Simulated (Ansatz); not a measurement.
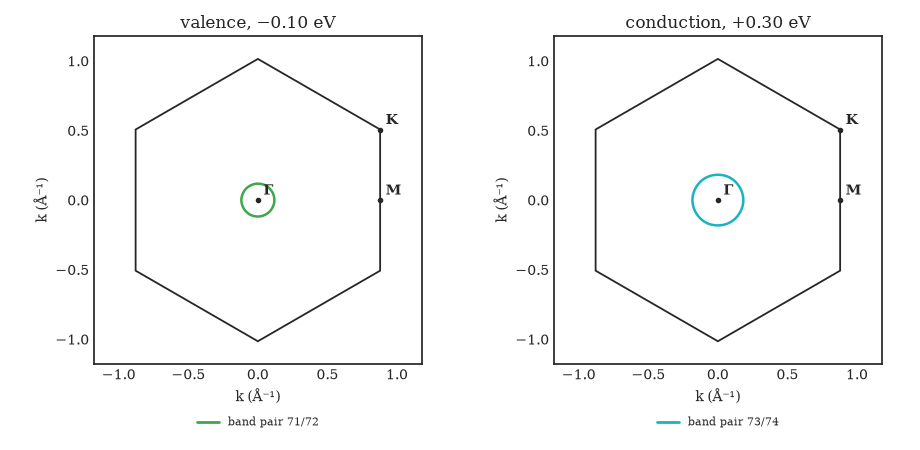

A CuI monolayer (space group of the slab cell P-3m1): constant-energy contours at both band edges (energies from each edge).

The calculation used DFT PBE, spin-orbit coupling, plane waves, PAW; levels and slopes on a k mesh at the converged density in Ansatz. Non-magnetic. With an inversion centre and no moment every band is doubly degenerate; a pair is shown and named once. The levels come from a k mesh of 24×24×1 points. Cell and positions as given, without relaxation. The cell comes from a database of computed structures, not from a measurement.

Masses come from a second pass at points close to the extrema; at the energies drawn a band may no longer be parabolic.

> Is the gap direct or indirect, and how large does the calculation make it?

The gap is direct, 1.88 eV at this level of theory (semilocal functionals give gaps that are too small, and can reorder valleys that lie close).

> Give the valleys and their effective masses.

Valence band (extrema up to 0.10 eV from the edge): one maximum at Γ, mass 0.42 mₑ in all directions. Band pair 71/72 forms the valence edge.
Conduction band (extrema up to 0.30 eV from the edge): one minimum at Γ, mass 0.33 mₑ in all directions. Band pair 73/74 forms the conduction edge.
